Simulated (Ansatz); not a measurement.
## MoS2 (layered bulk) (P6_3/mmc): band gap by G0W0 on PBEsol

How far does one-shot GW move the PBEsol gap of MoS2 (layered bulk) (P6_3/mmc)?

Calculated with Ansatz 0.2.0; PBEsol, then G0W0 on it, plane waves, PAW.

**The experiments to reproduce.**

- Gap 1.87 eV: direct gap at K (A transition); photoreflectance; 295 K; bulk crystal (commercial Bridgman-grown bulk crystal) (“Photoacoustic and modulated reflectance studies of indirect and direct band gap in van der Waals crystals”, 2017, pmc:5684221).

- Gap 1.32 eV: optical gap from UV-Vis absorption; UV-Vis absorption, Tauc plot; powder (hydrothermal flower-like powder) (“Highly Selective NH3 Sensor Based on MoS2/WS2 Heterojunction”, 2023, pmc:10305116).

- Gap 1.3 eV: indirect gap emission from PL; photoluminescence, 532 nm excitation; 300 K; bulk crystal (natural single crystal) (“Multiwavelength excitation Raman Scattering Analysis of bulk and 2 dimensional MoS2: Vibrational properties of atomically thin MoS2 layers”, 2015, arxiv:1506.03228).

**1. Set-up**

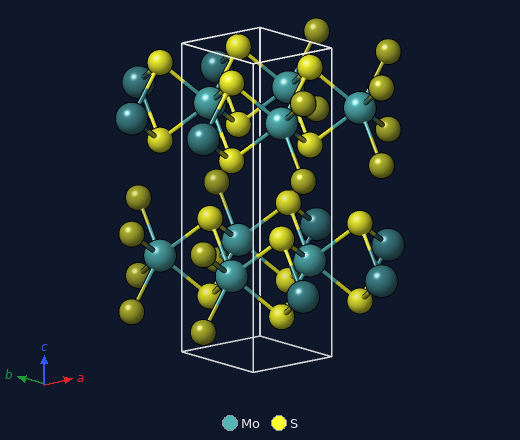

The starting structure, seen from a free direction (molybdenum teal, sulfur yellow). 2×2×1 cells are drawn. Some periodic images of atoms are drawn too.

The start is a generated structure, not a measured one.

The logs state that the PAW files were generated under PBE.

**2. Relaxing the structure**

The structure is relaxed first.

This step: DFT, PBEsol-D3(BJ), plane waves, PAW; PAW set soft_1.

The input, input.yaml:

```yaml
crystal:
  lattice:
    - [3.185, 0.0, 0.0]
    - [-1.5925, 2.7582909111, 0.0]
    - [0.0, 0.0, 12.4800000017]
  atoms:
    - { symbol: Mo, position: [0.3333333333, 0.6666666667, 0.25] }
    - { symbol: S, position: [0.6666666667, 0.3333333333, 0.3758012821] }
    - { symbol: S, position: [0.6666666667, 0.3333333333, 0.1241987179] }
    - { symbol: Mo, position: [0.6666666667, 0.3333333333, 0.75] }
    - { symbol: S, position: [0.3333333333, 0.6666666667, 0.8758012821] }
    - { symbol: S, position: [0.3333333333, 0.6666666667, 0.6241987179] }
kpoints:
  mp_grid: { grid: [9, 9, 2] }
hamiltonian:
  xc: pbesol
  dispersion: d3bj
  pseudopotentials: { kind: paw, azcp: { folder: soft_1 }, xc_functional: pbe }
scf:
  occupations: { method: fermi_dirac, width: 0.02 }
relax:
  f_tol: 0.01
  max_steps: 100
  cell: {}
```

Run with:

```console
$ ansatz run input.yaml --threads 3 --pin off --max-ram 92160MiB --backend cuda --events-out ev --progress --plain --runs-dir out --devices 1 --max-vram 13GiB
```

Numbers of over 12 decimals in the logs are rounded to 6 here.

Log:

```text
GPUs: using 1 of 1 available (devices: 1).
Engine: ansatz 0.2.0, x86_64-unknown-linux-gnu
Pseudopotentials: kind: paw
Pseudopotential: Mo, paw, valence charge 14, recommended cutoff 420 eV (normal), soft_1/Mo.paw.azcp
Pseudopotential: S, paw, valence charge 6, recommended cutoff 420 eV (normal), soft_1/S.paw.azcp
Functional definition: PBEsol
  exchange = pbesol_x
  correlation = pbesol_c
device memory: the entry about to start is reckoned to put 1.3 GiB on a device that reports 31.1 GiB free (of which the cap on the GPU budget leaves the run 13.0 GiB)
GPU FFT provider: cuFFT
GPU libraries: cuBLAS 13.8.2, cuFFT 12.4.0, cuSOLVER 12.3.4
Crystal: 6 atoms, lattice volume = 109.639 Å³
Basis set: ecut = 420 eV, 2153 PW (Γ), exchange–correlation on 48×48×180 points (8 copies of the dense FFT grid, shifted against one another)
Bands: 32, of which v1, the nominal top of the filled ones, is band 26 counted from 1 (25 counted from 0)
Symmetry: 24 space group operations
Space group: P63/mmc (ITA 194), of the structure as read, at distance tolerance 4.8e-5 Å
k-points: 24 of 162
Non-local potential: Mo, projectors of the file, l = 0: 3, l = 1: 2, l = 2: 2, l = 3: 1
Non-local potential: S, projectors of the file, l = 0: 2, l = 1: 2, l = 2: 1
PAW form: soft (Blöchl's): semilocal exchange-correlation on the pseudo side does not see the compensation charge
PAW frozen core: Mo, regenerated for the run's functional, and the local potential with it (the file was generated under x = pbe(κ = 0.804, μ = 0.219515), c = pbe(β = 0.066725))
PAW frozen core: S, regenerated for the run's functional, and the local potential with it (the file was generated under x = pbe(κ = 0.804, μ = 0.219515), c = pbe(β = 0.066725))
PAW one-centre angular grid: Mo, 590 points (default); XC on 64 Gauss nodes
PAW one-centre angular grid: S, 110 points (default); XC on 64 Gauss nodes
Initial density: superposition of atomic densities (chi_scale 0.1, normalization cell, long waves kept (reshape's long-wave potential 0.08 eV rms))
Initial wavefunctions: pseudopotential atomic-orbital guess
GPU buffer pool allocated for 51840 grid points (all kernels)
GPU transforms: local potential and band sums: pruned to the plane-wave sphere, on 24×24×90
Functional: x = pbesol(κ = 0.804, μ = 0.123457), c = pbesol(β = 0.046)
SCF iter   1: F=—  HF=-13344.118505 eV  |F-HF|=—  |Δ(HF+E_count)|=         —  Δρ=6.03e-2  dr2=4.99e0  ethr=3.10e-3  ⟨swp⟩=8.8  Hψ=4256  notcnv=0
preconditioner: auto → Resta (q_TF=auto, 2.409 Å⁻¹)  ε∞=7.9  [insulator: Δε(μ)=0.854 eV  Ē_g=8.090 eV  σ=0.020 eV  W_gap=1.00  n_scr=26 (ndim 8)  ℏωp=21.3 eV  f_vac=0.003  D(μ)=0.00/eV (n_scr^D=0)  ε∞_Penn≈7.9]
SCF iter   2: F=—  HF=-13342.888485 eV  |F-HF|=—  |Δ(HF+E_count)|=    1.23e0  Δρ=3.10e-2  dr2=1.32e0  ethr=3.10e-3  ⟨swp⟩=2.5  Hψ=1462  notcnv=0
SCF iter   3: F=—  HF=-13342.491022 eV  |F-HF|=—  |Δ(HF+E_count)|=   3.97e-1  Δρ=5.20e-3  dr2=4.45e-2  ethr=2.53e-3  ⟨swp⟩=2.8  Hψ=1338  notcnv=0
SCF iter   4: F=—  HF=-13342.486020 eV  |F-HF|=—  |Δ(HF+E_count)|=   5.00e-3  Δρ=1.21e-3  dr2=2.44e-3  ethr=8.56e-5  ⟨swp⟩=2.4  Hψ=1401  notcnv=0
SCF iter   5: F=—  HF=-13342.487382 eV  |F-HF|=—  |Δ(HF+E_count)|=   1.36e-3  Δρ=4.22e-4  dr2=3.18e-4  ethr=4.69e-6  ⟨swp⟩=2.4  Hψ=1519  notcnv=0
SCF iter   6: F=—  HF=-13342.487543 eV  |F-HF|=—  |Δ(HF+E_count)|=   1.61e-4  Δρ=7.57e-5  dr2=6.85e-6  ethr=6.12e-7  ⟨swp⟩=2.2  Hψ=1208  notcnv=0
SCF iter   7: F=—  HF=-13342.487592 eV  |F-HF|=—  |Δ(HF+E_count)|=   4.95e-5  Δρ=2.33e-5  dr2=5.84e-7  ethr=1.32e-8  ⟨swp⟩=2.5  Hψ=1310  notcnv=0
SCF iter   8: F=-13342.487593 eV  HF=-13342.487593 eV  |F-HF|=1.07e-8  |Δ(HF+E_count)|=   7.79e-7  Δρ=4.69e-6  dr2=2.91e-8  ethr=1.92e-10  ⟨swp⟩=5.9  Hψ=3098  notcnv=0
SCF 1 converged in 8 iterations: F = -13342.487593 eV  dr2 = 2.91e-8
  greatest PAW one-centre occupation: 0.999 electrons in one spin orbital (limit 2), on the Mo atom at site 0 (counted from 0), in its partial waves of l = 0
relax step   1: F+E_penalty+E_count = -13342.48759318 eV  Δ(F+E_penalty+E_count) = +0.000e0 eV  max|allowed force component| = 4.661e-1 eV/Å  Δτ_max = 0.0000 Å  P = -8.058 GPa  Ω = 109.639 Å³  (8 SCF iters, dr2 threshold 1.00e-7 eV, accepted)
[...]
relax step   2: F+E_penalty+E_count = -13342.61133405 eV  Δ(F+E_penalty+E_count) = -1.237e-1 eV  max|allowed force component| = 1.693e-1 eV/Å  Δτ_max = 0.1098 Å  P = +4.004 GPa  Ω = 94.860 Å³  energy of the carried Pulay correction = +2.795e-3 eV  (8 SCF iters, dr2 threshold 6.00e-7 eV, accepted)
[...]
relax step   3: F+E_penalty+E_count = -13342.72036331 eV  Δ(F+E_penalty+E_count) = -1.090e-1 eV  max|allowed force component| = 6.302e-2 eV/Å  Δτ_max = 0.0253 Å  P = -0.755 GPa  Ω = 99.040 Å³  energy of the carried Pulay correction = +1.964e-3 eV  (7 SCF iters, dr2 threshold 6.00e-7 eV, accepted)
[...]
relax step   4: F+E_penalty+E_count = -13342.72281214 eV  Δ(F+E_penalty+E_count) = -2.449e-3 eV  max|allowed force component| = 3.731e-2 eV/Å  Δτ_max = 0.0211 Å  P = +0.014 GPa  Ω = 97.537 Å³  energy of the carried Pulay correction = +2.259e-3 eV  (7 SCF iters, dr2 threshold 6.00e-7 eV, accepted)
[...]
relax step   5: F+E_penalty+E_count = -13342.72375728 eV  Δ(F+E_penalty+E_count) = -9.451e-4 eV  max|allowed force component| = 1.520e-2 eV/Å  Δτ_max = 0.0105 Å  P = +0.080 GPa  Ω = 98.042 Å³  energy of the carried Pulay correction = +2.159e-3 eV  (6 SCF iters, dr2 threshold 1.36e-7 eV, accepted)
[...]
relax step   6: F+E_penalty+E_count = -13342.72378070 eV  Δ(F+E_penalty+E_count) = -2.341e-5 eV  max|allowed force component| = 6.573e-4 eV/Å  Δτ_max = 0.0009 Å  P = +0.005 GPa  Ω = 98.037 Å³  energy of the carried Pulay correction = +2.161e-3 eV  (6 SCF iters, dr2 threshold 4.13e-8 eV, accepted)
[...]
relax step   7: F+E_penalty+E_count = -13342.72177924 eV  Δ(F+E_penalty+E_count) = +2.001e-3 eV  max|allowed force component| = 1.034e-3 eV/Å  Δτ_max = 0.0000 Å  P = +0.002 GPa  Ω = 98.037 Å³  stress off target by 3.34e-3 GPa  SCF on the basis re-selected at this cell (its energy is not comparable with the rows above)  (6 SCF iters)
basis re-selected at this cell: Δ(F+E_penalty+E_count) = +2.001e-3 eV, ΔP = -0.003 GPa vs the last step (what re-selecting the basis moved, of the pressure what is left beyond the Pulay correction that the steps carried, after the strain that the cell walked since its last selection, with what the two solves' SCF thresholds leave and, on support functions, any second-order correction that the steps lacked; it is no measure of the basis error at this ecutwfc). The dense FFT grid was sized anew with the basis: this SCF ran on 24×24×80 points, the steps before it on 24×24×90, so part of this shift can come from that change (see relax.cell in the input reference). [rest of the remark cut]
SCF converged after 6 iterations
Free energy (F): -13342.721779 eV
Harris-Foulkes:  -13342.721779 eV  (|F-HF|=0.00e0)
Internal energy: -13342.721779 eV  (E = F + TS)
E sigma→0 (E₀):  -13342.721779 eV
Fermi energy:    12.784238 eV
--- Per-component energies (eV) ---
  E_band       = -242.614818
  E_kinetic    = 1274.542384
  E_local      = -3502.082234  (includes V_loc(G=0)·N_el)
  E_nonlocal   = 438.685335
  E_hartree    = 1340.051505
  E_xc         = -706.195493
  E_vxc        = -773.772009  (∫ρ·V_xc dr)
  E_paw        = -8677.562090  (= ΣΔE_a)
  E_vpaw       = -360.091421  (= ΣTr[D̂ρ^β])
  E_aug_tail   = 0.000081  (compensation charges beyond the density's cutoff)
  E_ewald      = -3508.412939
  E_disp       = -2.414727  (pairwise vdW)
  E_core_change = 0.666397  (= ΣΔE_core)
  E_smearing   = -0.000000  (= −TS)
  E_closure    = -0.000000  (closes the sum)
  Σ components = -13342.721779   (vs F -13342.721779, Δ=0.00e0)
--- Forces (eV/Å), atoms counted from 1 ---
  atom   1  Mo    -0.00000000    -0.00000000    -0.00000000
  atom   2  S     -0.00000000    -0.00000000     0.00103448
  atom   3  S      0.00000000    -0.00000000    -0.00103448
  atom   4  Mo    -0.00000000     0.00000000     0.00000000
  atom   5  S     -0.00000000     0.00000000     0.00103448
  atom   6  S      0.00000000     0.00000000    -0.00103448
  max |Σ_I F_I| component: 7.52e-18 eV/Å
--- Stress (GPa, compression-positive) ---
        0.001119      -0.000000       0.000000
        0.000000       0.001119       0.000000
        0.000000       0.000000       0.003338
  P = ⅓ Tr σ = 0.0019 GPa (0.019 kbar)
--- Band table (eV; the first three rows and the last of 24) ---
  k-point 0: bands = [... 22 lower, 10.2263, 10.8889, 11.5243, 12.4875, 14.5216, 14.5216, 14.5705, 14.5705, ... 2 higher]
  k-point 1: bands = [... 22 lower, 10.1803, 10.1803, 12.2274, 12.2274, 14.5180, 14.5180, 14.5180, 14.5180, ... 2 higher]
  k-point 2: bands = [... 22 lower, 10.2841, 10.9336, 11.5600, 11.9998, 14.3352, 14.3451, 14.3833, 14.4688, ... 2 higher]
  k-point 23: bands = [... 22 lower, 9.3198, 9.3198, 11.5587, 11.5587, 13.5355, 13.5355, 14.4728, 14.4728, ... 2 higher]
--- Relaxed structure (6 steps of the walk, 6 accepted, 1 SCFs on fresh bases) ---
  F+E_penalty+E_count = -13342.72177924 eV   max|allowed force component| = 1.034e-3 eV/Å   (the final SCF, on the basis selected at the relaxed cell)
  cell:  # Å, volume = 98.0367 Å³
    - [3.109058, 0, 0]
    - [-1.554529, 2.692523, 0]
    - [0, 0, 11.711166]
  atoms:
    - { symbol: Mo, position: [0.333333, 0.666667, 0.250000] }
    - { symbol: S, position: [0.666667, 0.333333, 0.383485] }
    - { symbol: S, position: [0.666667, 0.333333, 0.116515] }
    - { symbol: Mo, position: [0.666667, 0.333333, 0.750000] }
    - { symbol: S, position: [0.333333, 0.666667, 0.883485] }
    - { symbol: S, position: [0.333333, 0.666667, 0.616515] }
```

Run time: 8.2 s. Hardware: 1 × NVIDIA H100 80GB HBM3 (shared by 6 runs) with 3 threads of AMD EPYC 7R13 (Zen 3), shared host; peak memory 0.99 GiB.

The steps of the relaxation:

| step | energy less that of the first step (eV) | largest force component (eV/Å) | pressure (GPa) | volume (Å³) |
| --- | --- | --- | --- | --- |
| 1 | 0.0000 | 0.4661 | -8.06 | 109.64 |
| 2 | -0.1237 | 0.1693 | 4.00 | 94.86 |
| 3 | -0.2328 | 0.0630 | -0.76 | 99.04 |
| 4 | -0.2352 | 0.0373 | 0.01 | 97.54 |
| 5 | -0.2362 | 0.0152 | 0.08 | 98.04 |
| 6 | -0.2362 | 0.0007 | 0.00 | 98.04 |
| 7* | -0.2342 | 0.0010 | 0.00 | 98.04 |

Relaxation steps marked * repeat the geometry before them on a plane-wave basis chosen anew for their cell, so energy and pressure can jump there.

The run keeps the 24 symmetry operations that it works with, so distortions that break them were not tested.

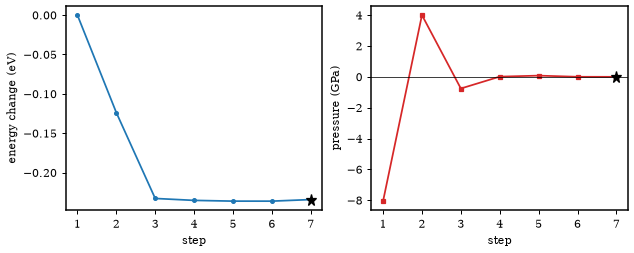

Energy and pressure along the relaxation. Stars mark steps on a basis chosen anew.

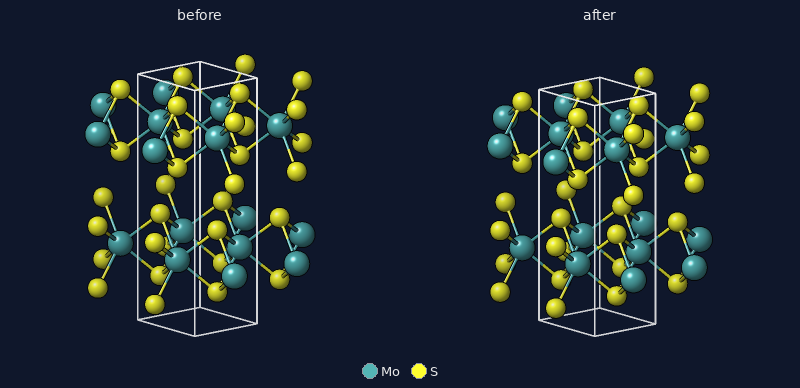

Before and after, at one scale.

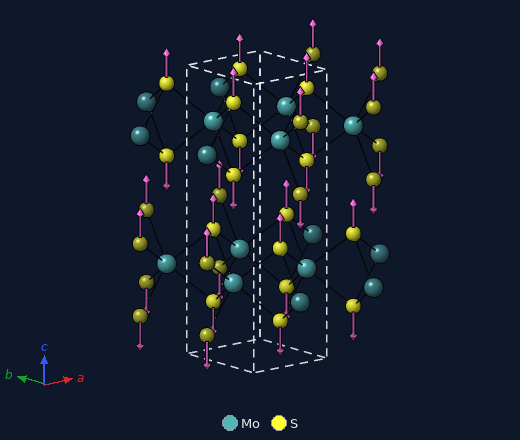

Displacements in the relaxation, exaggerated, measured against the changing cell; the longest in the cell stands for 0.09 Å. 2×2×1 cells are drawn. Some periodic images of atoms are drawn too.

| conventional cell, symmetrised | before | after | change |
| --- | --- | --- | --- |
| a (Å) | 3.185 | 3.109 | -2.4 % |
| b (Å) | 3.185 | 3.109 | -2.4 % |
| c (Å) | 12.480 | 11.711 | -6.2 % |
| volume (Å³/atom) | 18.27 | 16.34 | -10.6 % |

The atoms that moved most (Å, as changes of fractional coordinates times the final cell):

| atom | dx | dy | dz | length |
| --- | --- | --- | --- | --- |
| S6 | 0.000 | 0.000 | -0.090 | 0.090 |
| S3 | 0.000 | 0.000 | -0.090 | 0.090 |
| S2 | 0.000 | 0.000 | 0.090 | 0.090 |
| S5 | 0.000 | 0.000 | 0.090 | 0.090 |

The relaxed structure:

```xyz
6
Lattice="3.1091 0.0000 0.0000 -1.5545 2.6925 0.0000 0.0000 0.0000 11.7112" Properties=species:S:1:pos:R:3 pbc="T T T"
Mo    0.0000    1.7950    2.9278
S     1.5545    0.8975    4.4911
S     1.5545    0.8975    1.3645
Mo    1.5545    0.8975    8.7834
S     0.0000    1.7950   10.3466
S     0.0000    1.7950    7.2201
```

The program's warnings for this run: band table not solved further.

(Continued in part 2 of 3.)

[Paths, hosts, dates, memory and timing lines, banners, echoed tables and standing remarks are left out of the program output.]

[Logs are printed without paths, hosts, clocks, repeated set-up lines and the standing remarks that a program may print on its own settings, such as how far it seeks lower states.]

[Runs of the session that timed out or met a known fault of the program may be left out.]

[Cells called generated may have been cut or substituted from an entry of the Crystallography Open Database or the Materials Project.]

[Hosts, paths, dates, database ids (printed as entryN), source tags and the programs' standing remarks are cut or masked in the printed files.]

[Where an RPA ε∞ is given, it is that of the G0W0 mesh and is not shown converged in it. Names of k-points follow the symmetry that the program found, which can be lower than the space group named. Band edges on a path are those of the sampled points; other points can move an edge, and change direct to indirect where valleys lie close.]

[Hybrid gaps are those of their k-mesh and are not shown converged in it.]
